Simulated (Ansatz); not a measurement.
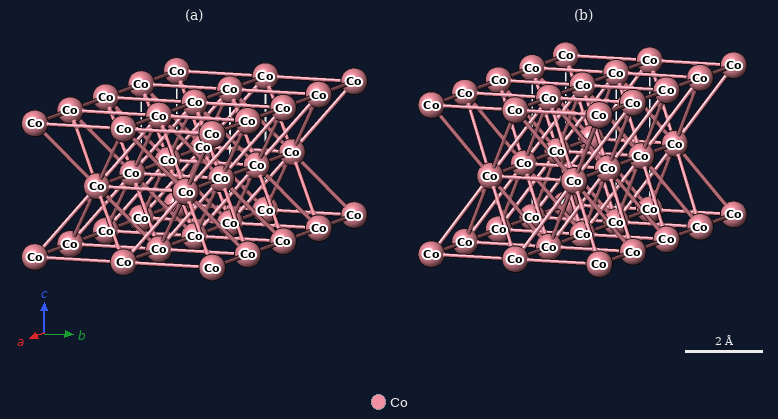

The structure of crystalline Co (a generated structure, set up in Fm-3m) before (left) and after (right) a relaxation, at one scale.

A ball-and-stick model of the cell of the calculation, repeated 4 × 2 × 1 with one cell outlined, seen slightly off an axis.

Phase: fcc.

Method: DFT, r2SCAN, plane waves (500 eV) with PAW, scalar-relativistic in Ansatz 0.2.0. (plane-wave cutoff 500 eV; k-point mesh 12 × 12 × 9; occupations fermi dirac; smearing width 0.05 eV; collinear spin; cell and atoms relaxed; force threshold 0.01 eV/Å; at most 60 steps)

What changed between the two?

Answer. Over 8 accepted moves (11 points after the start) the energy falls by 93.9 meV per cell of the calculation. All forces vanish by symmetry, so only the cell relaxes. The pressure goes from −0.91 to 0.01 GPa. The line search rejected the trial step at point 3 of the run. At 2 points the geometry stayed and the basis and grid were re-selected for the new cell (energy shift of 0.9 meV per cell of the calculation at most each time). No atom moves by more than 0.005 Å relative to the cell. The drawn cell changes at constant volume: a = b 2.502 → 2.368 Å (−5.4 %), c 3.538 → 3.949 Å (+11.6 %). Some distances before and after: Co–Co 2.502 → 2.368 Å, Co–Co 2.502 → 2.589 Å. The space group (tolerance 0.01 Å) goes from Fm-3m (No. 225) to I4/mmm (No. 139). The run may lie on a higher electronic state than the lowest, so the end point isn't shown to be the ground-state structure.
